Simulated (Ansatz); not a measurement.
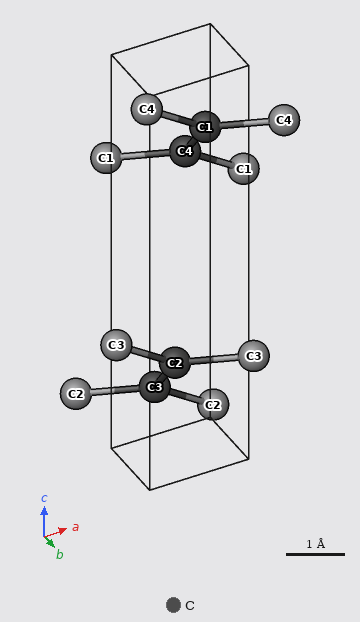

The structure as given in the input (ball-and-stick view of the cell of the calculation, seen at an oblique angle; neighbours outside the cell are drawn fainter; atoms are numbered from 1 in the order of the input). Near neighbours in the crystal (not all of them lie inside the picture): C has 3 C at 1.42 Å.

**What a change does: single-point calculation on C**

System: C (Cmme, 4 atoms in the cell).
Method of run 1: Kohn-Sham DFT of a periodic cell, PBE, Ansatz PAW, no spin polarisation (Ansatz 0.2.0).

The structure derives from a Materials Project entry. Text and figures count atoms from 1; the logs count them from 0 in places.

### The input, run 1
```yaml
crystal:
  lattice:
    - [1.22804797, -2.12706182, 0.0]
    - [1.22804797, 2.12706182, 0.0]
    - [0.0, 0.0, 7.17326776]
  atoms:
    - { symbol: C, position: [0.91662054, 0.08337946, 0.7531376] }
    - { symbol: C, position: [0.41662054, 0.58337946, 0.2468624] }
    - { symbol: C, position: [0.08337946, 0.91662054, 0.2468624] }
    - { symbol: C, position: [0.58337946, 0.41662054, 0.7531376] }
hamiltonian:
  xc: pbe
  pseudopotentials: { kind: paw }
kpoints:
  mp_grid: { grid: [12, 12, 4] }
scf:
  occupations: { method: fermi_dirac, width: 0.05 }
output:
  forces: true
  stress: true
  eigenvalues: true
```

Launched with:
```bash
ansatz run input.yaml --threads 2 --pin off --max-ram 5120MiB --backend cpu --events-out ev --progress --plain --runs-dir out
```

Hardware: 2 threads of Arm Neoverse V1, 24 GiB of memory available, shared host.

### Output, shortened to warnings, some set-up lines, iterations and results (run 1)
```
Basis set: ecut = 420 eV, 713 PW (Γ), exchange–correlation on 36×36×96 points (8 copies of the dense FFT grid, shifted against one another)
Symmetry: 8 space group operations
k-points: 129 of 576
Initial density: superposition of atomic densities (neutral atoms: chi_scale 0, normalization atom), corrected by the library's trained network
[...]
SCF iter   1: F=—  HF=-1003.739023 eV  |F-HF|=—  |Δ(HF+E_count)|=         —  Δρ=3.01e-3  dr2=3.97e-3  ethr=1.77e-3  ⟨swp⟩=6.1  Hψ=8823  notcnv=0
SCF iter   2: F=—  HF=-1003.738754 eV  |F-HF|=—  |Δ(HF+E_count)|=   2.70e-4  Δρ=1.17e-3  dr2=5.62e-4  ethr=2.48e-5  ⟨swp⟩=2.1  Hψ=3996  notcnv=0
SCF iter   3: F=—  HF=-1003.738513 eV  |F-HF|=—  |Δ(HF+E_count)|=   2.41e-4  Δρ=1.14e-4  dr2=8.84e-6  ethr=3.51e-6  ⟨swp⟩=2.1  Hψ=2567  notcnv=0
SCF iter   4: F=—  HF=-1003.738542 eV  |F-HF|=—  |Δ(HF+E_count)|=   2.95e-5  Δρ=6.49e-5  dr2=6.43e-6  ethr=5.52e-8  ⟨swp⟩=2.4  Hψ=2751  notcnv=0
SCF iter   5: F=—  HF=-1003.738541 eV  |F-HF|=—  |Δ(HF+E_count)|=   1.49e-6  Δρ=2.23e-5  dr2=7.15e-7  ethr=4.02e-8  ⟨swp⟩=2.1  Hψ=1897  notcnv=0
SCF iter   6: F=-1003.738541 eV  HF=-1003.738541 eV  |F-HF|=8.30e-9  |Δ(HF+E_count)|=   1.35e-7  Δρ=2.90e-6  dr2=1.11e-8  ethr=6.25e-10  ⟨swp⟩=6.0  Hψ=7649  notcnv=0
SCF 1 converged in 6 iterations: F = -1003.738541 eV  dr2 = 1.11e-8
SCF converged after 6 iterations
Free energy (F): -1003.738541 eV
Harris-Foulkes:  -1003.738541 eV  (|F-HF|=8.30e-9)
Internal energy: -1003.736989 eV  (E = F + TS)
E sigma→0 (E₀):  -1003.737765 eV
Entropy (-TS):   -0.001552 eV (-0.388 meV/atom)
Fermi energy:    6.346075 eV
--- Per-component energies (eV) ---
  E_band       = -45.294101
  E_kinetic    = 364.886582
  E_local      = -688.526820  (includes V_loc(G=0)·N_el)
  E_nonlocal   = 109.529144
  E_hartree    = 217.165793
  E_xc         = -192.333592
  E_vxc        = -238.143699  (∫ρ·V_xc dr)
  E_paw        = -397.504740  (= ΣΔE_a)
  E_vpaw       = -27.371224  (= ΣTr[D̂ρ^β])
  E_aug_tail   = 0.000029  (compensation charges beyond the density's cutoff)
  E_ewald      = -416.953384
  E_smearing   = -0.001552  (= −TS)
  E_closure    = -0.000000  (closes the sum)
  Σ components = -1003.738541   (vs F -1003.738541, Δ=0.00e0)
--- Forces (eV/Å), atoms counted from 1 ---
  atom   1  C     -0.00000000    -0.02381644    -0.00755941
  atom   2  C     -0.00000000    -0.02381644     0.00755941
  atom   3  C      0.00000000     0.02381644     0.00755941
  atom   4  C      0.00000000     0.02381644    -0.00755941
  max |Σ_I F_I| component: 3.33e-16 eV/Å
--- Stress (GPa, compression-positive) ---
        4.947865      -0.000000       0.000000
       -0.000000       4.735460      -0.000000
        0.000000      -0.000000       1.582805
  P = ⅓ Tr σ = 3.7554 GPa (37.554 kbar)
```

The input of run 2 differs as follows (lines with − go, lines with + come):
```diff
-    - [1.22804797, -2.12706182, 0.0]
-    - [1.22804797, 2.12706182, 0.0]
-    - [0.0, 0.0, 7.17326776]
+    - [1.236180975, -2.1411487327, 0.0]
+    - [1.236180975, 2.1411487327, 0.0]
+    - [0.0, 0.0, 7.220774229]
```

What does this change do to the results?

With the same functional and potentials, run 2 lies 1.3 meV per atom lower. The pressure goes from 3.76 to −1.40 GPa. The volume per atom goes from 9.37 to 9.56 Å³. The cell is scaled evenly with the atoms at fixed fractional positions, so −ΔP/Δ ln V estimates the bulk modulus midway between the two volumes: about 260 GPa. The number of SCF iterations is the same. The plane waves at Γ go from 713 to 739.

### Output, shortened to warnings, some set-up lines, iterations and results (run 2)
```
Basis set: ecut = 420 eV, 739 PW (Γ), exchange–correlation on 36×36×100 points (8 copies of the dense FFT grid, shifted against one another)
Symmetry: 8 space group operations
k-points: 129 of 576
Initial density: superposition of atomic densities (neutral atoms: chi_scale 0, normalization atom), corrected by the library's trained network
[...]
SCF iter   1: F=—  HF=-1003.744780 eV  |F-HF|=—  |Δ(HF+E_count)|=         —  Δρ=3.29e-3  dr2=4.56e-3  ethr=1.77e-3  ⟨swp⟩=6.2  Hψ=8808  notcnv=0
SCF iter   2: F=—  HF=-1003.744215 eV  |F-HF|=—  |Δ(HF+E_count)|=   5.65e-4  Δρ=1.24e-3  dr2=6.45e-4  ethr=2.85e-5  ⟨swp⟩=2.1  Hψ=3985  notcnv=0
SCF iter   3: F=—  HF=-1003.743941 eV  |F-HF|=—  |Δ(HF+E_count)|=   2.74e-4  Δρ=1.29e-4  dr2=1.47e-5  ethr=4.03e-6  ⟨swp⟩=2.1  Hψ=2567  notcnv=0
SCF iter   4: F=—  HF=-1003.743912 eV  |F-HF|=—  |Δ(HF+E_count)|=   2.86e-5  Δρ=7.04e-5  dr2=6.88e-6  ethr=9.18e-8  ⟨swp⟩=2.2  Hψ=2438  notcnv=0
SCF iter   5: F=—  HF=-1003.743911 eV  |F-HF|=—  |Δ(HF+E_count)|=   1.30e-6  Δρ=2.83e-5  dr2=1.08e-6  ethr=4.30e-8  ⟨swp⟩=2.0  Hψ=1918  notcnv=0
SCF iter   6: F=-1003.743911 eV  HF=-1003.743911 eV  |F-HF|=3.32e-8  |Δ(HF+E_count)|=   2.14e-7  Δρ=5.50e-6  dr2=4.08e-8  ethr=6.25e-10  ⟨swp⟩=3.5  Hψ=6426  notcnv=0
SCF 1 converged in 6 iterations: F = -1003.743911 eV  dr2 = 4.08e-8
SCF converged after 6 iterations
Free energy (F): -1003.743911 eV
Harris-Foulkes:  -1003.743911 eV  (|F-HF|=3.32e-8)
Internal energy: -1003.742326 eV  (E = F + TS)
E sigma→0 (E₀):  -1003.743118 eV
Entropy (-TS):   -0.001585 eV (-0.396 meV/atom)
Fermi energy:    6.134675 eV
--- Per-component energies (eV) ---
  E_band       = -47.485585
  E_kinetic    = 362.529885
  E_local      = -689.515200  (includes V_loc(G=0)·N_el)
  E_nonlocal   = 108.947049
  E_hartree    = 217.481085
  E_xc         = -191.700548
  E_vxc        = -237.319604  (∫ρ·V_xc dr)
  E_paw        = -397.274434  (= ΣΔE_a)
  E_vpaw       = -27.090118  (= ΣTr[D̂ρ^β])
  E_aug_tail   = 0.000028  (compensation charges beyond the density's cutoff)
  E_ewald      = -414.210191
  E_smearing   = -0.001585  (= −TS)
  E_closure    = -0.000000  (closes the sum)
  Σ components = -1003.743911   (vs F -1003.743911, Δ=0.00e0)
--- Forces (eV/Å), atoms counted from 1 ---
  atom   1  C     -0.00000000    -0.02276530    -0.00724265
  atom   2  C     -0.00000000    -0.02276530     0.00724265
  atom   3  C     -0.00000000     0.02276530     0.00724265
  atom   4  C     -0.00000000     0.02276530    -0.00724265
  max |Σ_I F_I| component: 3.33e-16 eV/Å
--- Stress (GPa, compression-positive) ---
       -2.723090       0.000000       0.000000
        0.000000      -2.929718       0.000000
        0.000000       0.000000       1.465738
  P = ⅓ Tr σ = -1.3957 GPa (-13.957 kbar)
```

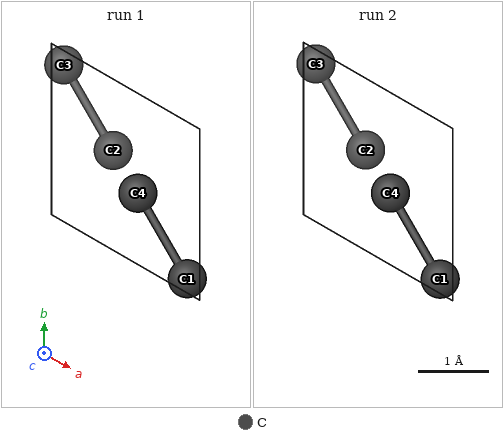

The two input geometries at one scale (ball-and-stick view of the cell of the calculation, along the c axis). No atom moves by more than 0.005 Å relative to the cell. Cell: a = b 2.456 → 2.472 Å (+0.7 %), c 7.173 → 7.221 Å (+0.7 %). Volume +2.0 %. Among the contacts that change: C1–C4 1.418 → 1.427 Å.

### The two runs side by side

| quantity | run 1 | run 2 |
| --- | --- | --- |
| outcome | converged | converged |
| free energy per atom (eV) | −250.9346 | −250.9360 |
| pressure (GPa) | 3.76 | −1.40 |
| volume per atom (Å³) | 9.37 | 9.56 |
| largest force (eV/Å) | 0.025 | 0.024 |
| SCF iterations | 6 | 6 |
| irreducible k-points | 129 | 129 |
| plane waves at Γ | 713 | 739 |
| wall time (shared host) | 2.3 s | 1.8 s |
